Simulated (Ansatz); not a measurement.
Cell and atoms:

```xyz
24
Lattice="3.9487 0.0000 0.0000 0.0000 3.9487 0.0000 0.0000 0.0000 24.1530" Properties=species:S:1:pos:R:3 pbc="T T T"
Ti    0.0000    1.9744    4.1544
Ti    1.9744    1.9744   10.1926
Ti    0.0000    1.9744    7.9221
Ti    0.0000    0.0000    1.8839
Al    0.0000    0.0000    9.9902
Al    0.0000    0.0000    6.0391
Al    1.9744    1.9744    6.0374
Al    1.9744    0.0000    8.1246
Al    1.9744    0.0000    3.9519
Al    1.9744    0.0000   12.0757
Al    1.9744    0.0000    0.0008
Al    1.9744    1.9744    2.0864
Ti    1.9744    0.0000   16.2309
Ti    0.0000    0.0000   22.2692
Ti    1.9744    0.0000   19.9987
Ti    1.9744    1.9744   13.9604
Al    1.9744    1.9744   22.0667
Al    1.9744    1.9744   18.1156
Al    0.0000    0.0000   18.1140
Al    0.0000    1.9744   20.2011
Al    0.0000    1.9744   16.0284
Al    0.0000    1.9744   24.1522
Al    0.0000    1.9744   12.0773
Al    0.0000    0.0000   14.1629
```

Q: Give a crystallographic description of this input.

A: The solid is TiAl$_{2}$. It belongs to space group I4_1/amd (No. 141) and has a body-centred tetragonal lattice. The cell comprises 8 formula units: 8 Ti, 16 Al. Ti is linked to ten Al and two Ti (2.73 to 2.86 Å to Al, 3.01 Å to Ti). Al takes two kinds of site: 8e with six Ti and six Al (2.80 to 2.86 Å to Ti, 2.72 to 2.87 Å to Al); 8e with eight Al and four Ti in a cuboctahedral arrangement (2.79 to 2.87 Å to Al, 2.73 Å to Ti). The bonds build a three-dimensional framework.

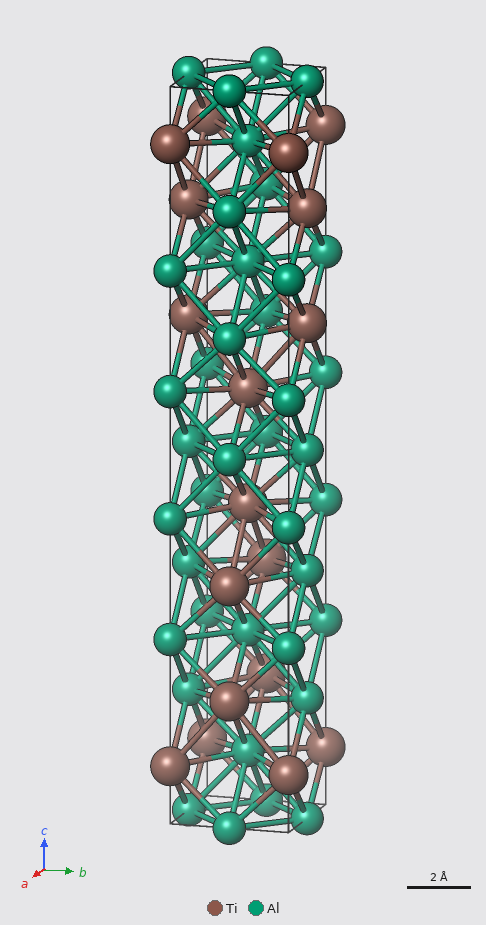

Shown here is a ball-and-stick view of the crystal, taken slightly off an axis. The conventional unit cell is outlined; an atom on or near a face, edge or corner is repeated at each equivalent position.

The model was built from a structure listed in the Materials Project. Earlier steps of the study may have refined or changed the cell and positions. It was the input of a calculation with Ansatz.
